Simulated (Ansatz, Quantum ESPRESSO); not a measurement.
# 2H-MoS2, 1 layer, rectangular cell: the energy at a withheld member of a series

How the rows were computed: Quantum ESPRESSO 7.5, PBE, GBRV ultrasoft. Cell and atoms are first relaxed; each strained cell is then held, the other axis too, and the atoms relax in it. A periodic run with 15 Å of vacuum in the starting cell gives the vacuum levels, and bands follow along a path. The series steps strain along the second axis. Energies count from the lowest.

```
strain along the second axis  energy (eV)
                        -4 %       0.1273
                        -3 %       0.0702
                        -2 %       0.0307
                        -1 %       0.0077
                         0 %       0.0000
                         1 %       0.0069
                         2 %       0.0273
                         3 %       0.0607
```

One more run was made and is withheld. What is the energy at 4 %?

**Worked estimate.** The rows at 2 % and 3 % give a slope of (0.0607 − (0.0273))/(3 − (2)) = 0.0334, so a straight line gives 0.0941 eV. A parabola through these and the row at 1 % gives 0.1071 eV.

**Check.** 0.1058 eV. The line misses by −0.0117 and the parabola by +0.0013 eV. The parabola does better.

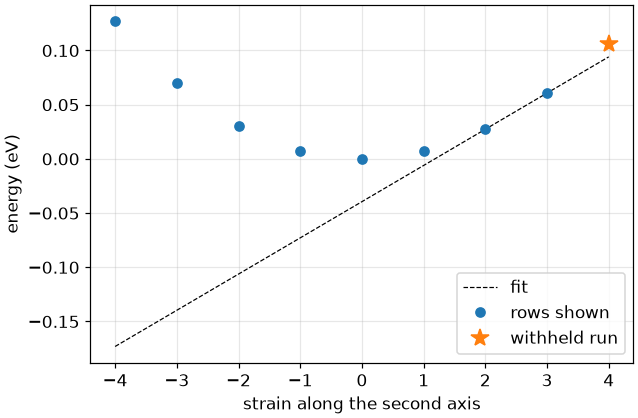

The rows shown, the fit and the withheld run.

Caveats: Semilocal gaps are too small; the 1×1 cell can't ripple over many cells under compression as a free sheet would. No spin-orbit coupling.

[Logs are printed without paths, hosts, clocks, repeated set-up lines and the standing remarks that a program may print on its own settings, such as how far it seeks lower states.]
